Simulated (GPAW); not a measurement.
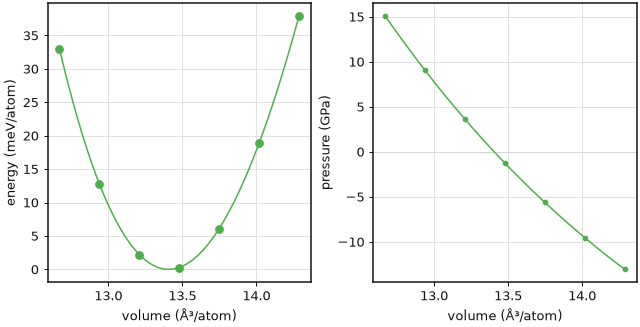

The figure shows the energy and pressure against volume for Si₂W, space group I4/mmm (No. 139).

Cell as given: a = 4.527 Å, b = 4.527 Å, c = 4.527 Å, α = 138.42°, β = 138.42°, γ = 60.27°; 3 atoms.

Calculation (GPAW 26.7.0): PAW DFT in plane waves, on a grid or in atomic orbitals, no spin polarisation; energies at scaled volumes of the given cell, shape and fractions fixed, counted from the fit's minimum, third-order Birch-Murnaghan fit. Level: PBEsol.

k mesh 12×12×12; occupations Fermi–Dirac; smearing width 0.05 eV; potentials PAW data sets made by gpaw setup for the functional; wave cutoff 600 eV; program settings basis pw.

### What equilibrium volume and bulk modulus follow from the curve?

A third-order Birch–Murnaghan fit gives V0 = 13.41 Å³/atom, B0 = 236 GPa and B′ = 4.4.

### Read off the course of the pressure.

It falls from 15.08 GPa at volume 12.67 Å³/atom to −13.05 GPa at 14.29 Å³/atom, and changes sign near 13.41 Å³/atom.

Limits of the calculation: shape and atomic fractions are frozen while scaling, which makes layered, chain and framework solids too stiff.
